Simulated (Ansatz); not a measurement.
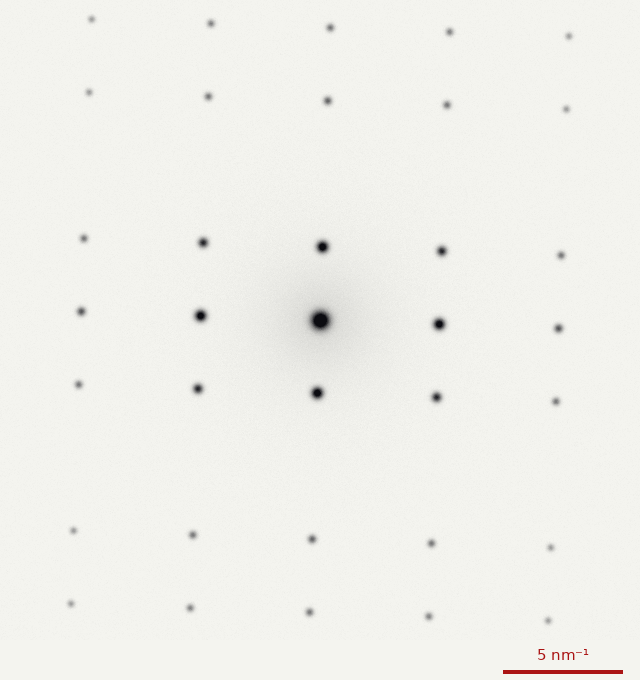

Kinematic zone-axis pattern, calculated for 200 keV electrons with B = 1 Å².

Phase: Rh, space group Fd-3m (No. 227), a = 5.62 Å. Structure: the input geometry of an electronic-structure calculation (not necessarily at equilibrium); the starting structure was generated, so it need not be a known form of this composition.

```cif
data_structure
_symmetry_space_group_name_H-M 'Fd-3m:1'
_symmetry_Int_Tables_number 227
_cell_length_a 5.6157
_cell_length_b 5.6157
_cell_length_c 5.6157
_cell_angle_alpha 90.000
_cell_angle_beta 90.000
_cell_angle_gamma 90.000
_cell_volume 177.10
loop_
_atom_site_label
_atom_site_type_symbol
_atom_site_symmetry_multiplicity
_atom_site_Wyckoff_symbol
_atom_site_fract_x
_atom_site_fract_y
_atom_site_fract_z
_atom_site_occupancy
Rh1 Rh 8 b 0.25000 0.25000 0.75000 1
```

Q: Which low-index zone axis gives this pattern?

A: The spots form a rectangular net whose two shortest vectors correspond to d = 3.24 Å and 1.99 Å, 90.0° apart. They index as -1 1 1 and 0 -2 2, so the zone axis is [211] (or an equivalent direction of <211>).

Q: List the strongest reflections.

A: Strongest reflections with d > 0.80 Å, one of each family (|F|² from tabulated Gaussian fits of the electron scattering factors, times a small damping for the curvature of the Ewald sphere):

| hkl | d (Å) | I (strongest = 100) |
| --- | --- | --- |
| 1 -1 -1 | 3.242 | 100 |
| 0 2 -2 | 1.985 | 94 |
| 1 1 -3 | 1.693 | 33 |
| 0 4 -4 | 0.993 | 14 |
| 3 -3 -3 | 1.081 | 9 |
| 4 -4 -4 | 0.811 | 6 |
